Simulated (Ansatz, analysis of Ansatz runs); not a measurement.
**Reproducing a measured hyperfine coupling: F centre in LiF**

Subject: F centre in LiF. Wanted: its hyperfine coupling, in one set-up (PBE0 on PBE structures, 64-site cell, PBE lattice, 420 eV, k: 2x2x2 shifted 0.5 0.5 0.5 then the zone centre alone). The model is a cell of 64 host atoms with 1 F taken out. The isotropic coupling follows from the spin density at the nucleus, the nuclear g-factor and the total spin. Exact exchange opens the gap, stiffens bonds and lessens the self-interaction error, at many times the cost.

What was measured. 7Li, shell I: 39.06 MHz, by ENDOR (quoted in “F center in LiF: A quantum mechanical ab initio investigation of the hyperfine interaction between the unpaired electron at the vacancy and its first seven neighbors”, 2001, G. Mallia et al., quoting earlier work (1968)). 19F, shell II: 105.9 MHz, by ENDOR (quoted in “F center in LiF: A quantum mechanical ab initio investigation of the hyperfine interaction between the unpaired electron at the vacancy and its first seven neighbors”, 2001, G. Mallia et al., quoting earlier work (1968)). 7Li, shell III: 0.5 MHz, by ENDOR (quoted in “F center in LiF: A quantum mechanical ab initio investigation of the hyperfine interaction between the unpaired electron at the vacancy and its first seven neighbors”, 2001, G. Mallia et al., quoting earlier work (1968)). 19F, shell IV: 0.48 MHz, by ENDOR (quoted in “F center in LiF: A quantum mechanical ab initio investigation of the hyperfine interaction between the unpaired electron at the vacancy and its first seven neighbors”, 2001, G. Mallia et al., quoting earlier work (1968)). The runs below try to reproduce this.

Method: plane-wave PAW DFT, PBE; relaxation of all atoms of a defect supercell, in Ansatz 0.2.0.

### 1. The starting structure

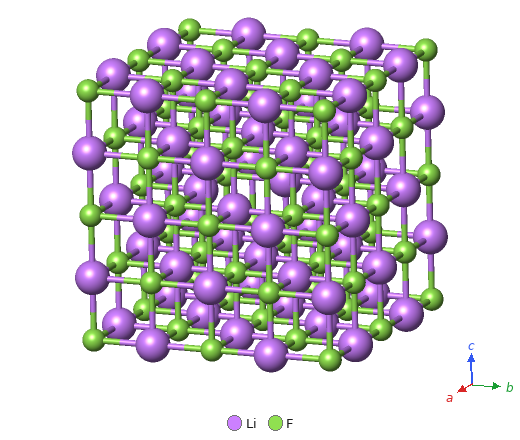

Start, viewed slightly off an axis; lithium purple, fluorine green. Some periodic images of atoms are drawn too.

The cell holds 63 atoms: 32 Li and 31 F. Cell: a = 8.134 Å, b = 8.134 Å, c = 8.134 Å, α = 90.0°, β = 90.0°, γ = 90.0°. It derives from LiF (space group Fm-3m). Nearest the centre at fractional (0.250, 0.500, 0.500): Li28 at 2.03 Å, Li12 at 2.03 Å, Li19 at 2.03 Å, Li25 at 2.03 Å, Li56 at 2.03 Å, Li27 at 2.03 Å, F24 at 2.88 Å, F30 at 2.88 Å.

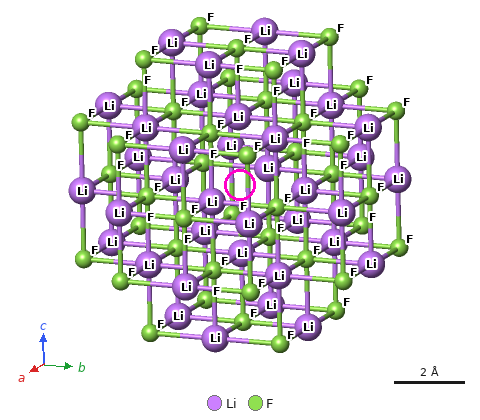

The atoms within 5 Å of the centre. A ring marks the centre wherever it is empty.

The host's primitive cell comes from a first run (plane-wave PAW DFT, PBE; relaxation of the host's cell and atoms): vectors of 2.876, 2.876 and 2.876 Å. That is 8.41 Å³ an atom, 2.9 % over the diffraction cell's volume. The supercell is built on it.

### 2. Relaxation, charge 0

Every later number rests on the structure around the defect, so the atoms are relaxed at the host's lattice first.

relax/input.yaml

```yaml
relax:
  f_tol: 0.02
  max_steps: 80
  escape_saddle: false
crystal:
  lattice:
    - [8.1342575, 0.0, 0.0]
    - [0.0, 8.1342575, 0.0]
    - [0.0, 0.0, 8.1342575]
  atoms:
    - { symbol: Li, position: [0.0, 0.0, 0.0] }
    - { symbol: Li, position: [0.0, 0.25, 0.25] }
    - { symbol: Li, position: [0.25, 0.0, 0.25] }
    - { symbol: Li, position: [0.25, 0.25, 0.0] }
    - { symbol: F, position: [0.0, 0.0, 0.25] }
    - { symbol: F, position: [0.0, 0.25, 0.0] }
    - { symbol: F, position: [0.25, 0.0, 0.0] }
    - { symbol: F, position: [0.25, 0.25, 0.25] }
    - { symbol: Li, position: [0.0, 0.0, 0.5] }
    - { symbol: Li, position: [0.0, 0.25, 0.75] }
    - { symbol: Li, position: [0.25, 0.0, 0.75] }
    - { symbol: Li, position: [0.25, 0.25, 0.5] }
    - { symbol: F, position: [0.0, 0.0, 0.75] }
    - { symbol: F, position: [0.0, 0.25, 0.5] }
    - { symbol: F, position: [0.25, 0.0, 0.5] }
    - { symbol: F, position: [0.25, 0.25, 0.75] }
    - { symbol: Li, position: [0.0, 0.5, 0.0] }
    - { symbol: Li, position: [0.0, 0.75, 0.25] }
    - { symbol: Li, position: [0.25, 0.5, 0.25] }
    - { symbol: Li, position: [0.25, 0.75, 0.0] }
    - { symbol: F, position: [0.0, 0.5, 0.25] }
    - { symbol: F, position: [0.0, 0.75, 0.0] }
    - { symbol: F, position: [0.25, 0.5, 0.0] }
    - { symbol: F, position: [0.25, 0.75, 0.25] }
    - { symbol: Li, position: [0.0, 0.5, 0.5] }
    - { symbol: Li, position: [0.0, 0.75, 0.75] }
    - { symbol: Li, position: [0.25, 0.5, 0.75] }
    - { symbol: Li, position: [0.25, 0.75, 0.5] }
    - { symbol: F, position: [0.0, 0.5, 0.75] }
    - { symbol: F, position: [0.0, 0.75, 0.5] }
    - { symbol: F, position: [0.25, 0.75, 0.75] }
    - { symbol: Li, position: [0.5, 0.0, 0.0] }
    - { symbol: Li, position: [0.5, 0.25, 0.25] }
    - { symbol: Li, position: [0.75, 0.0, 0.25] }
    - { symbol: Li, position: [0.75, 0.25, 0.0] }
    - { symbol: F, position: [0.5, 0.0, 0.25] }
    - { symbol: F, position: [0.5, 0.25, 0.0] }
    - { symbol: F, position: [0.75, 0.0, 0.0] }
    - { symbol: F, position: [0.75, 0.25, 0.25] }
    - { symbol: Li, position: [0.5, 0.0, 0.5] }
    - { symbol: Li, position: [0.5, 0.25, 0.75] }
    - { symbol: Li, position: [0.75, 0.0, 0.75] }
    - { symbol: Li, position: [0.75, 0.25, 0.5] }
    - { symbol: F, position: [0.5, 0.0, 0.75] }
    - { symbol: F, position: [0.5, 0.25, 0.5] }
    - { symbol: F, position: [0.75, 0.0, 0.5] }
    - { symbol: F, position: [0.75, 0.25, 0.75] }
    - { symbol: Li, position: [0.5, 0.5, 0.0] }
    - { symbol: Li, position: [0.5, 0.75, 0.25] }
    - { symbol: Li, position: [0.75, 0.5, 0.25] }
    - { symbol: Li, position: [0.75, 0.75, 0.0] }
    - { symbol: F, position: [0.5, 0.5, 0.25] }
    - { symbol: F, position: [0.5, 0.75, 0.0] }
    - { symbol: F, position: [0.75, 0.5, 0.0] }
    - { symbol: F, position: [0.75, 0.75, 0.25] }
    - { symbol: Li, position: [0.5, 0.5, 0.5] }
    - { symbol: Li, position: [0.5, 0.75, 0.75] }
    - { symbol: Li, position: [0.75, 0.5, 0.75] }
    - { symbol: Li, position: [0.75, 0.75, 0.5] }
    - { symbol: F, position: [0.5, 0.5, 0.75] }
    - { symbol: F, position: [0.5, 0.75, 0.5] }
    - { symbol: F, position: [0.75, 0.5, 0.5] }
    - { symbol: F, position: [0.75, 0.75, 0.75] }
basis:
  ecutwfc: 420
  xc_grid: 2
hamiltonian:
  xc: pbe
kpoints:
  mp_grid: { grid: [2, 2, 2], shift: [0.5, 0.5, 0.5] }
magnetization:
  spin_polarized: true
  initial_magnetization: 1
  spin_locking: { lock_magnetization: hard }
scf:
  occupations: { method: fermi_dirac, width: 0.01 }
  max_iter: 120
output:
  forces: true
checkpoint:
  write: "../relax.run"
  compress: false
  write_wavefunctions: true
  write_every: 100000
```

On the command line:

```sh
$ ansatz run input.yaml --threads 2 --pin off --max-ram 3768MiB --backend cpu --events-out ev --progress --plain --runs-dir out
```

Numbers of over 12 decimals in the logs are rounded to 6 here.

What it wrote:

```text
[... repeated set-up lines and file paths are left out, and long positions are rounded to six places ...]
Engine: ansatz 0.2.0, x86_64-unknown-linux-gnu
Pseudopotentials: kind: paw
Pseudopotential: Li, paw, valence charge 3, recommended cutoff 420 eV (normal), Li.paw.azcp
Pseudopotential: F, paw, valence charge 7, recommended cutoff 420 eV (normal), F.paw.azcp
Functional definition: PBE
  parameter kappa = 0.804
  parameter beta = 0.066725
  exchange = pbe_x(kappa = kappa, mu = beta*pi^2/3)
  correlation = pbe_c(beta = beta)
Crystal: 63 atoms, lattice volume = 538.212 Å³
Basis set: ecut = 420 eV, 10443 PW (Γ), exchange–correlation on 120×120×120 points (8 copies of the dense FFT grid, shifted against one another)
Bands: 220, of which v1, the nominal top of the filled ones, is band 157 counted from 1 (156 counted from 0)
Symmetry: 48 space group operations
Space group: Pm-3m (ITA 221), of the structure as read, at distance tolerance 8.1e-5 Å
Magnetic group: BNS 221.92 (UNI 1594), of the structure as read, at distance tolerance 8.1e-5 Å
k-points: 1 of 8
Non-local potential: Li, projectors of the file, l = 0: 3, l = 1: 2, l = 2: 1
Non-local potential: F, projectors of the file, l = 0: 2, l = 1: 2, l = 2: 1
PAW form: soft (Blöchl's): semilocal exchange-correlation on the pseudo side does not see the compensation charge
PAW one-centre angular grid: Li, 110 points (default); XC on 64 Gauss nodes
PAW one-centre angular grid: F, 110 points (default); XC on 64 Gauss nodes
Initial density: superposition of atomic densities (chi_scale 0.1, normalization cell, long waves kept (reshape's long-wave potential 0.36 eV rms))
Starting moments: Σ|m| = 1 μB on 63 of 63 sites
Initial wavefunctions: pseudopotential atomic-orbital guess
Functional: x = pbe(κ = 0.804, μ = 0.219515), c = pbe(β = 0.066725)
SCF iter   1: F=—  HF=-31704.837812 eV  |F-HF|=—  |Δ(HF+E_count)|=         —  Δρ=3.06e-2 (↑2.86e-2 ↓3.06e-2)  dr2=1.12e1  dr2_m=9.55e-2  M=1.000 μB ∫|m|=1.028 μB  β_m=0.30  ethr=3.10e-3  ⟨swp⟩=6.0  Hψ=1876  notcnv=0  defer=50
preconditioner: auto → Resta (q_TF=auto, 2.493 Å⁻¹)  ε∞=2.8  [insulator: Δε(μ)=3.887 eV  Ē_g=18.908 eV  σ=0.010 eV  W_gap=1.00  n_scr=146 (ndim 8)  ℏωp=25.3 eV  f_vac=0.000  D(μ)=0.00/eV (n_scr^D=0)  ε∞_Penn≈2.8]
spin=Collinear: Resta preconditioning applied to the charge; magnetization (m = ρ↑ − ρ↓) channel mixes plain (no charge-response kernel on spin).
SCF iter   2: F=—  HF=-31704.598396 eV  |F-HF|=—  |Δ(HF+E_count)|=   2.39e-1  Δρ=2.13e-2 (↑1.96e-2 ↓2.13e-2)  dr2=5.34e0  dr2_m=5.20e-2  M=1.000 μB ∫|m|=1.025 μB  β_m=0.59  ethr=3.10e-3  ⟨swp⟩=2.0  Hψ=515  notcnv=0  defer=119
SCF iter   3: F=—  HF=-31704.896309 eV  |F-HF|=—  |Δ(HF+E_count)|=   2.98e-1  Δρ=6.07e-3 (↑6.06e-3 ↓6.07e-3)  dr2=5.29e-1  dr2_m=1.26e-3  M=1.000 μB ∫|m|=1.023 μB  β_m=0.60  ethr=1.71e-3  ⟨swp⟩=3.5  Hψ=561  notcnv=0  defer=119
SCF iter   4: F=—  HF=-31704.876877 eV  |F-HF|=—  |Δ(HF+E_count)|=   1.94e-2  Δρ=1.28e-3 (↑1.16e-3 ↓1.28e-3)  dr2=1.57e-2  dr2_m=2.38e-4  M=1.000 μB ∫|m|=1.014 μB  β_m=0.80  ethr=1.69e-4  ⟨swp⟩=3.5  Hψ=659  notcnv=0  defer=110
SCF iter   5: F=—  HF=-31704.920579 eV  |F-HF|=—  |Δ(HF+E_count)|=   4.37e-2  Δρ=2.08e-4 (↑2.08e-4 ↓2.08e-4)  dr2=6.60e-4  dr2_m=3.82e-6  M=1.000 μB ∫|m|=1.012 μB  β_m=0.83  ethr=5.03e-6  ⟨swp⟩=3.5  Hψ=621  notcnv=0  defer=110
SCF iter   6: F=—  HF=-31704.921149 eV  |F-HF|=—  |Δ(HF+E_count)|=   5.70e-4  Δρ=1.41e-4 (↑1.41e-4 ↓1.38e-4)  dr2=2.33e-4  dr2_m=1.99e-7  M=1.000 μB ∫|m|=1.012 μB  β_m=0.70  ethr=2.11e-7  ⟨swp⟩=2.5  Hψ=699  notcnv=0  defer=110
SCF iter   7: F=—  HF=-31704.921096 eV  |F-HF|=—  |Δ(HF+E_count)|=   5.26e-5  Δρ=2.22e-5 (↑2.22e-5 ↓2.07e-5)  dr2=6.52e-6  dr2_m=1.15e-7  M=1.000 μB ∫|m|=1.012 μB  β_m=0.82  ethr=3.19e-9  ⟨swp⟩=2.0  Hψ=1267  notcnv=0
SCF iter   8: F=-31704.921099 eV  HF=-31704.921099 eV  |F-HF|=1.49e-8  |Δ(HF+E_count)|=   2.89e-6  Δρ=4.49e-6 (↑4.42e-6 ↓4.49e-6)  dr2=3.86e-7  dr2_m=3.14e-9  M=1.000 μB ∫|m|=1.013 μB  ethr=2.08e-9  ⟨swp⟩=3.0  Hψ=846  notcnv=0
SCF 1 converged in 8 iterations: F = -31704.921099 eV  dr2 = 3.86e-7
  greatest PAW one-centre occupation: 1.000 electrons in one spin orbital (limit 2), on the Li atom at site 27 (counted from 0), in its partial waves of l = 0
relax step   1: F+E_penalty+E_count = -31704.92109882 eV  Δ(F+E_penalty+E_count) = +0.000e0 eV  max|allowed force component| = 1.975e-1 eV/Å  Δτ_max = 0.0000 Å  (8 SCF iters, dr2 threshold 1.00e-5 eV, accepted)
[... the SCF cycles and remarks between the steps are left out from here to the last step ...]
relax step   2: F+E_penalty+E_count = -31704.93780115 eV  Δ(F+E_penalty+E_count) = -1.670e-2 eV  max|allowed force component| = 1.003e-1 eV/Å  Δτ_max = 0.0184 Å  (6 SCF iters, dr2 threshold 2.44e-6 eV, accepted)
relax step   3: F+E_penalty+E_count = -31704.94873718 eV  Δ(F+E_penalty+E_count) = -1.094e-2 eV  max|allowed force component| = 1.946e-2 eV/Å  Δτ_max = 0.0261 Å  (6 SCF iters, dr2 threshold 6.29e-7 eV, accepted)
iter 1 solved again at ethr=1.14e-10 eV; its pass at ethr=3.10e-3 eV (dr2=3.56e-7 eV) is discarded
SCF iter   1: F=—  HF=-31704.948737 eV  |F-HF|=—  |Δ(HF+E_count)|=         —  Δρ=5.63e-6 (↑5.63e-6 ↓5.37e-6)  dr2=3.59e-7  dr2_m=6.55e-10  M=1.000 μB ∫|m|=1.012 μB  β_m=0.30  ethr=1.14e-10  ⟨swp⟩=1.0  Hψ=1220  notcnv=0  defer=110
iter 2 did not close the SCF: its close was put off for a magnetic moment that had not settled (scf_convergence_deferred on its scf_iter line)
SCF iter   2: F=-31704.948737 eV  HF=-31704.948737 eV  |F-HF|=3.37e-8  |Δ(HF+E_count)|=   8.60e-8  Δρ=2.17e-6 (↑2.17e-6 ↓1.94e-6)  dr2=6.06e-8  dr2_m=4.17e-10  M=1.000 μB ∫|m|=1.012 μB  β_m=0.39  ethr=3.19e-11  ⟨swp⟩=2.0  Hψ=1024  notcnv=0
SCF iter   3: F=-31704.948737 eV  HF=-31704.948737 eV  |F-HF|=1.25e-9  |Δ(HF+E_count)|=   8.66e-9  Δρ=6.84e-7 (↑6.84e-7 ↓6.04e-7)  dr2=1.07e-8  dr2_m=1.58e-10  M=1.000 μB ∫|m|=1.012 μB  ethr=1.94e-11  ⟨swp⟩=1.0  Hψ=965  notcnv=0
SCF 4 converged in 3 iterations: F = -31704.948737 eV  dr2 = 1.07e-8
relax step   4: F+E_penalty+E_count = -31704.94873738 eV  Δ(F+E_penalty+E_count) = -1.943e-7 eV  max|allowed force component| = 1.946e-2 eV/Å  Δτ_max = 0.0000 Å  (3 SCF iters, accepted)
NSCF: frozen V_eff on 1 k-points
the band table was solved once a step of the walk had ended and its energy, with any forces and stress, was formed, with the checks that follow a solve (1967 applications of the Hamiltonian). They found nothing against the state; [...]
SCF converged after 3 iterations
Magnetization: 1.0000 μB (157.0000 up, 156.0000 down)
Absolute magnetization: 1.0125 μB (∫|ρ↑−ρ↓|, with the PAW one-centre terms)
Spin contamination: 0.0006 ħ² per cell (⟨S²⟩ above its minimum at these occupations)
Per-site moments (μB) at R_I (Å): [(2.1235335434543293e-5, 0.838760), (0.000139142, 0.838207), (0.0003104, 0.836038), [... 60 left out ...]
Free energy (F): -31704.948737 eV
Harris-Foulkes:  -31704.948737 eV  (|F-HF|=1.25e-9)
Internal energy: -31704.948737 eV  (E = F + TS)
E sigma→0 (E₀):  -31704.948737 eV
Fermi energy:    7.304485 (↑ 8.223871, ↓ 4.351554) eV
--- Per-component energies (eV) ---
  E_band       = -3835.676709
  E_kinetic    = 7160.137287
  E_local      = -20823.101915  (includes V_loc(G=0)·N_el)
  E_nonlocal   = 1216.912902
  E_hartree    = 7366.996573
  E_xc         = -2854.727678
  E_vxc        = -3661.675960  (∫ρ·V_xc dr)
  E_paw        = -6895.300173  (= ΣΔE_a)
  E_vpaw       = -2462.011347  (= ΣTr[D̂ρ^β])
  E_aug_tail   = 0.069361  (compensation charges beyond the density's cutoff)
  E_ewald      = -16875.935095
  E_smearing   = -0.000000  (= −TS)
  E_closure    = 0.000000  (closes the sum)
  Σ components = -31704.948737   (vs F -31704.948737, Δ=0.00e0)
--- Forces (eV/Å), atoms counted from 1 ---
  atom   1  Li    -0.00883897     0.00000000     0.00000000
  atom   2  Li     0.00595915     0.00595915     0.00595915
  [... 5 atoms left out ...]
  atom   8  F      0.00000000    -0.00459769    -0.00459769
  [... 3 atoms left out ...]
  atom  12  Li    -0.00000000     0.00052146     0.00000000
  [... 1 atom left out ...]
  atom  14  F     -0.00459769    -0.00459769     0.00000000
  [... 4 atoms left out ...]
  atom  19  Li    -0.00000000    -0.00000000     0.00052146
  [... 4 atoms left out ...]
  atom  24  F     -0.00000000     0.00459769    -0.00459769
  atom  25  Li     0.00052146     0.00000000     0.00000000
  [... 1 atom left out ...]
  atom  27  Li    -0.00000000    -0.00000000    -0.00052146
  atom  28  Li     0.00000000    -0.00052146     0.00000000
  [... 2 atoms left out ...]
  atom  31  F      0.00000000     0.00459769     0.00459769
  [... 24 atoms left out ...]
  atom  56  Li    -0.00052146    -0.00000000    -0.00000000
  [... 7 atoms left out ...]
  max |Σ_I F_I| component: 1.82e-17 eV/Å
--- Band table (eV) ---
  k-point 0 ↑: bands = ["-40.3288", "-40.3151", "-40.3151", "-40.3081", [... 212 left out ...] "17.6168", "18.1897", "18.1897", "18.3359"]
  k-point 0 ↓: bands = ["-40.3276", "-40.3142", "-40.3142", "-40.3070", [... 212 left out ...] "17.7954", "18.2200", "18.2200", "18.3587"]
--- Relaxed structure (4 steps of the walk, 4 accepted, 0 SCFs on fresh bases) ---
  F+E_penalty+E_count = -31704.94873738 eV   max|allowed force component| = 1.946e-2 eV/Å
  atoms:
    - { symbol: Li, position: [2.5393956077047863e-5, 0, 0] }
    - { symbol: Li, position: [0.000194, 0.250194, 0.250194] }
    [... 5 atoms left out ...]
    - { symbol: F, position: [0.25, 0.249163, 0.249163] }
    [... 3 atoms left out ...]
    - { symbol: Li, position: [0.25, 0.244528, 0.5] }
    [... 1 atom left out ...]
    - { symbol: F, position: [-0.000837, 0.249163, 0.5] }
    [... 4 atoms left out ...]
    - { symbol: Li, position: [0.25, 0.5, 0.244528] }
    [... 4 atoms left out ...]
    - { symbol: F, position: [0.25, 0.750837, 0.249163] }
    - { symbol: Li, position: [-0.005472, 0.5, 0.5] }
    [... 1 atom left out ...]
    - { symbol: Li, position: [0.25, 0.5, 0.755472] }
    - { symbol: Li, position: [0.25, 0.755472, 0.5] }
    [... 2 atoms left out ...]
    - { symbol: F, position: [0.25, 0.750837, 0.750837] }
    [... 24 atoms left out ...]
    - { symbol: Li, position: [0.505472, 0.5, 0.5] }
    [... 7 atoms left out ...]
```

It took 23 s on 2 threads of Intel Xeon 6975P-C (Granite Rapids), shared host; peak memory 1.5 GiB.

(Part 1 of 2 ends here.)

[Logs are printed without paths, hosts, clocks, repeated set-up lines and the standing remarks that a program may print on its own settings, such as how far it seeks lower states.]

[Hosts, paths, dates, database ids (printed as entryN), source tags and the programs' standing remarks are cut or masked in the printed files.]

[For some hosts the program warned that the k-mesh of the response run may be too coarse for force constants and the static dielectric constant; such warnings are not shown here.]
